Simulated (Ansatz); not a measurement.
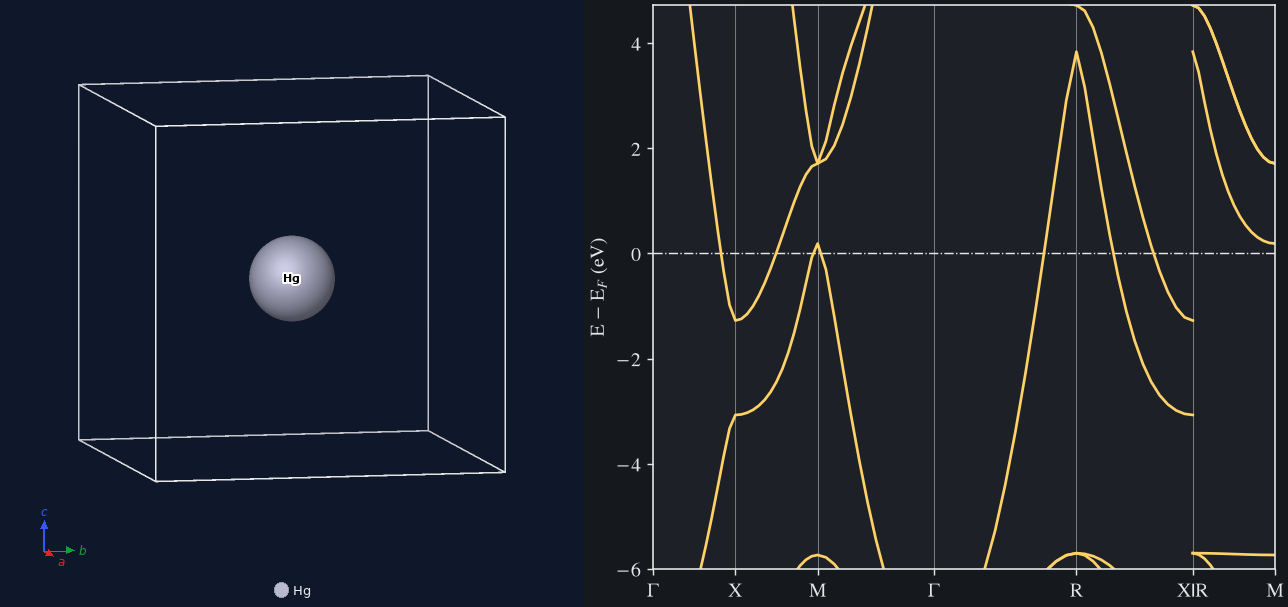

Band structure of Hg, space group Pm-3m, 1 atom in the cell, beside the structure. Level of theory: DFT r2SCAN, scalar-relativistic, plane waves, PAW, no spin polarisation, 18×18×18 k mesh, Gaussian smearing of 0.1 eV; code Ansatz 0.2.0. Energies are counted from the Fermi level.

A metal: 2 bands cross the Fermi level along this path. Bands cross the Fermi level on Γ–X, X–M, M–Γ, Γ–R and R–X, and not on R–M. At R the nearest levels lie 5.70 eV below and 3.84 eV above the Fermi level.

The structure is an invented one, so it need not be a known or stable phase. Spin-orbit coupling is left out, which matters for Hg.
